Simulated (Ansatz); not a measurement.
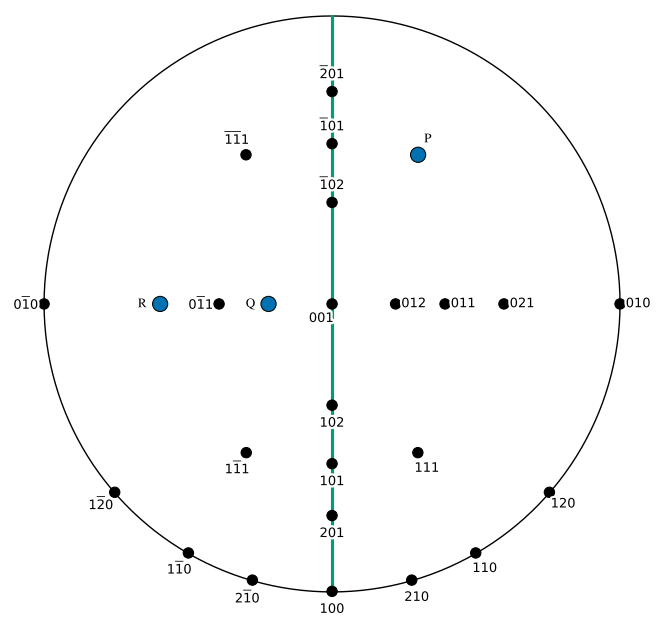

Stereographic projection of plane normals (upper hemisphere) centred on (0 0 1). Crystal: Mg, the input geometry of an electronic-structure calculation (not necessarily at equilibrium); the starting structure was generated, so it need not be a known form of this composition. All values are computed from the atomic coordinates in the standard setting (tolerance 0.002 Å).

a = 3.143 Å, b = 5.447 Å, c = 5.052 Å, α = 90.00°, β = 90.11°, γ = 90.00°.

Q: Index the poles marked P, Q, R.

A: P is (−1 1 1), 61.8° from the centre; Q is (0 −1 2), 24.9° from the centre; R is (0 −2 1), 61.7° from the centre.

Q: Which zone does the coloured great circle trace?

A: The zone [0 1 0]: its poles satisfy k = 0.

Q: What is the angle between the normals of (0 −1 2) and (1 −1 0), and what are their d_hkl = 1/|g|?

A: 77.8°; d = 2.292 Å and 2.722 Å.
